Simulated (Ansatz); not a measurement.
Cl: several calculations on one system

Part 1: Relaxation

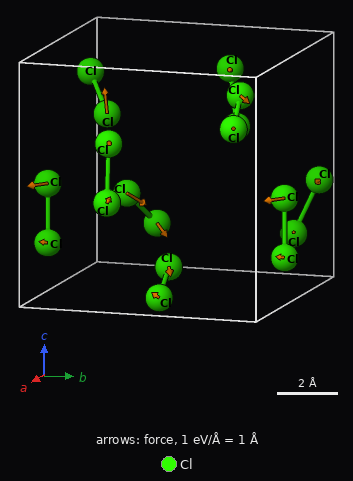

Starting geometry of an amorphous cell of composition Cl with the computed forces as orange arrows. A ball-and-stick model of the cell of the calculation, seen slightly off an axis.

The cell holds 8 Cl2. The run prepares the start of a later molecular dynamics calculation, from a guessed geometry.

Computed with DFT PBE-D3(BJ), scalar-relativistic, plane waves, PAW in Ansatz.

Input file:
```yaml
accuracy: low
crystal:
  lattice:
    - [8.434327, 0.0, 0.0]
    - [0.0, 8.434327, 0.0]
    - [0.0, 0.0, 8.434327]
  atoms:
    - { symbol: Cl, position: [0.3320224, 0.0819326, 0.8450586] }
    - { symbol: Cl, position: [0.4853064, 0.2024144, 0.7069708] }
    - { symbol: Cl, position: [0.895031, 0.8705427, 0.7606236] }
    - { symbol: Cl, position: [0.6800816, 0.8284423, 0.8560406] }
    - { symbol: Cl, position: [0.9676871, 0.367267, 0.6838896] }
    - { symbol: Cl, position: [0.9939316, 0.3682371, 0.4464231] }
    - { symbol: Cl, position: [0.6095986, -0.0075152, 0.4333235] }
    - { symbol: Cl, position: [0.6619601, 0.0101121, 0.200885] }
    - { symbol: Cl, position: [0.1814417, 0.9985141, 0.4292772] }
    - { symbol: Cl, position: [0.2314381, 0.9072507, 0.2142157] }
    - { symbol: Cl, position: [0.8284623, 0.5347454, 0.0385952] }
    - { symbol: Cl, position: [0.6069102, 0.5028979, 0.1221445] }
    - { symbol: Cl, position: [0.2446183, 0.6429757, 0.8743967] }
    - { symbol: Cl, position: [0.3253785, 0.696607, 0.6560356] }
    - { symbol: Cl, position: [0.2895095, 0.3490113, 0.2329174] }
    - { symbol: Cl, position: [0.4613428, 0.2780979, 0.3829997] }
basis:
  ecutwfc: 420.0
kpoints:
  mp_grid: { grid: [1, 1, 1] }
hamiltonian:
  xc: pbe
  dispersion: d3bj
scf:
  occupations: { method: fermi_dirac, width: 0.02 }
  lower_state_search: "off"
relax:
  f_tol: 0.3
  max_steps: 15
  adjacent_minimum: "off"
output:
  write_density: true
  write_potential: true
  elf: true
  volumetric_format: npy
```

Command:
```bash
ansatz run input.yaml --threads 1 --pin off --max-ram 3072MiB --backend cpu --events-out ev --progress --plain --runs-dir out
```

> Is this structure relaxed? If not, where do the atoms go?

It isn't relaxed: the largest force vector, on Cl16, is 1.00 eV/Å. The final displacements follow the starting forces only in part (cosine between the two patterns 0.50). The largest move is that of Cl11, 1.55 Å roughly along [2 −2 1]. The lattice vectors keep their values. Among the contacts that change: Cl7–Cl16 2.747 → 4.180 Å, Cl10–Cl13 3.633 → 2.749 Å, Cl11–Cl12 2.015 → 2.068 Å, Cl15–Cl16 2.015 → 2.062 Å. The energy falls by 2.392 eV per cell of the calculation in 14 geometry steps. Largest force component: 0.93 eV/Å at the start, 0.18 eV/Å at the end.

Limits of the set-up: the program's low-accuracy preset was used; the periodic images lie only 8.4 Å apart, so the values are limited by the cell's size.

Part 2: Dynamics

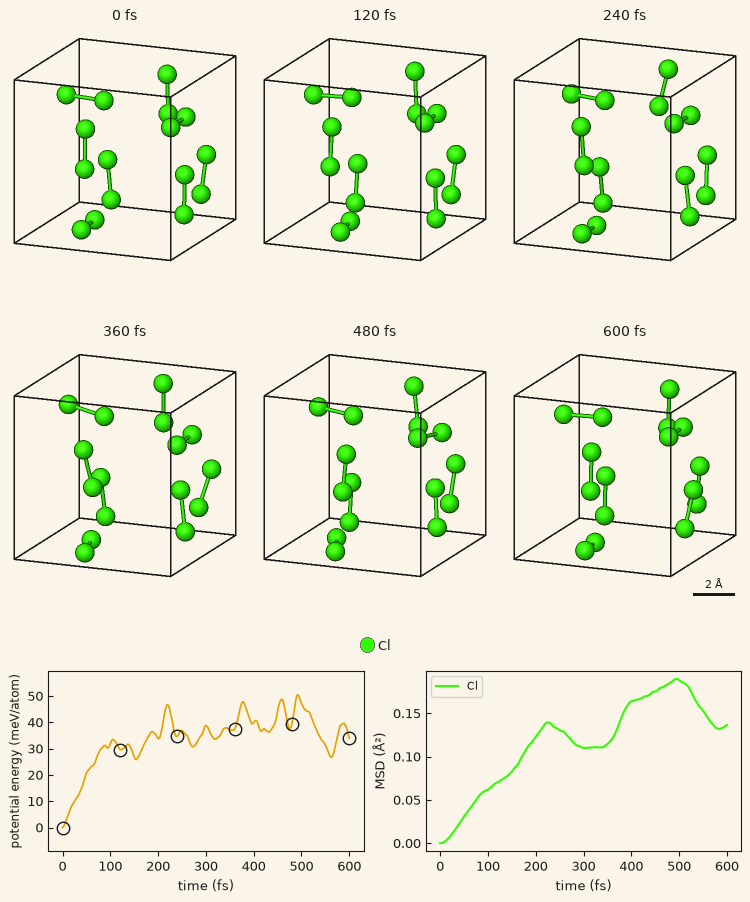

Molecular dynamics of a periodic cell with 8 Cl2 at 1.57 g/cm³, 600 fs long. Frames and the history of the run. Style: ball-and-stick. Shown: the simulation cell, slightly off an axis.

The calculation used DFT PBE-D3(BJ), scalar-relativistic, plane waves, PAW (Ansatz). Run with plane-wave cutoff 420 eV; k-point mesh 1 × 1 × 1; Fermi-Dirac smearing 0.02 eV; low-accuracy preset; Langevin thermostat (NVT); set temperature 350 K; time step 2 fs; friction 0.02 per fs.

**Describe the run.**

Over the second half the temperature averages 377 K (spread ±66 K). The potential energy in the second half lies on average 39.0 meV per atom above the first frame. Root-mean-square distances from the starting positions over the second half, with the common drift of all atoms taken out: Cl 0.39 Å. The heavy atoms stay within a fraction of a molecule's size of their starting places; so short a run doesn't tell a liquid from a solid.

Limits of the set-up: the program's low-accuracy preset was used; the periodic images lie only 8.4 Å apart, so the values are limited by the cell's size.

The run took 13 min on 1 thread of Arm Neoverse V1, with other jobs on the host, peak memory 0.49 GiB.

Part 3: Dynamics

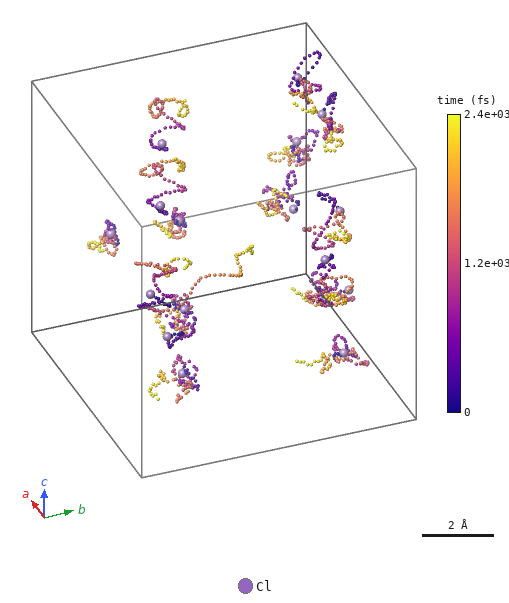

A Born-Oppenheimer molecular dynamics run of a periodic cell with 8 Cl2 at 1.57 g/cm³, 2.40 ps long. It starts from the last geometry of an earlier run, with fresh velocities. Dots mark each atom's position at evenly spaced times, coloured by time; spheres stand at the starting positions. Seen from a free direction in the simulation cell.

All numbers below come from Ansatz, DFT PBE-D3(BJ), scalar-relativistic, plane waves, PAW. Set-up: plane-wave cutoff 420 eV; k-point mesh 1 × 1 × 1; Fermi-Dirac smearing 0.02 eV; low-accuracy preset; constant energy (NVE); velocities drawn for 350 K; time step 12 fs.

Input file:
```yaml
accuracy: low
crystal:
  lattice:
    - [8.434327, 0.0, 0.0]
    - [0.0, 8.434327, 0.0]
    - [0.0, 0.0, 8.434327]
  atoms:
    - { symbol: Cl, position: [0.37510529, 0.0379612, 0.74628257] }
    - { symbol: Cl, position: [0.35931932, 0.27937282, 0.75051545] }
    - { symbol: Cl, position: [0.92259391, 0.93766559, 0.84117657] }
    - { symbol: Cl, position: [0.67865562, 0.92843745, 0.83882889] }
    - { symbol: Cl, position: [0.91902943, 0.44286876, 0.69516419] }
    - { symbol: Cl, position: [0.91208307, 0.43389393, 0.45438171] }
    - { symbol: Cl, position: [0.65371012, -0.01622675, 0.45406033] }
    - { symbol: Cl, position: [0.71719151, -0.04459212, 0.2304799] }
    - { symbol: Cl, position: [0.16800632, 0.82181517, 0.45990123] }
    - { symbol: Cl, position: [0.15449918, 0.79791703, 0.22221633] }
    - { symbol: Cl, position: [0.9360382, 0.4075121, 0.0932218] }
    - { symbol: Cl, position: [0.68918194, 0.36951619, 0.07670963] }
    - { symbol: Cl, position: [0.35864443, 0.70838133, 0.96663099] }
    - { symbol: Cl, position: [0.32921189, 0.6849239, 0.7203122] }
    - { symbol: Cl, position: [0.34937243, 0.28842463, 0.14647191] }
    - { symbol: Cl, position: [0.35944001, 0.29931552, 0.39278297] }
basis:
  ecutwfc: 420.0
kpoints:
  mp_grid: { grid: [1, 1, 1] }
hamiltonian:
  xc: pbe
  dispersion: d3bj
scf:
  occupations: { method: fermi_dirac, width: 0.02 }
  lower_state_search: "off"
  max_iter: 61
md:
  timestep: 12
  n_steps: 200
  ensemble: nve
  temperature: 350.0
  initial_velocities: maxwell_boltzmann
  seed: 204482
```

Run as
```bash
ansatz run input.yaml --threads 1 --pin off --max-ram 3072MiB --backend cpu --events-out ev --progress --plain --runs-dir out
```

### Describe the motion.

Root-mean-square distances from the starting positions over the second half, with the common drift of all atoms taken out: Cl 1.34 Å. The molecules turn and drift from their places. The mean temperature in the second half is 370 K (standard deviation 59 K). The potential energy in the second half lies on average 2.1 meV per atom above the first frame. The total energy moves between −1.7 and 12 meV per atom from its start, in jumps that begin near 0 fs. That is too much for reliable dynamics. The time step of 12 fs is long for the fastest vibrations here (lightest element chlorine).

Limits of the set-up: the program's low-accuracy preset was used; the periodic images lie only 8.4 Å apart, so the values are limited by the cell's size.
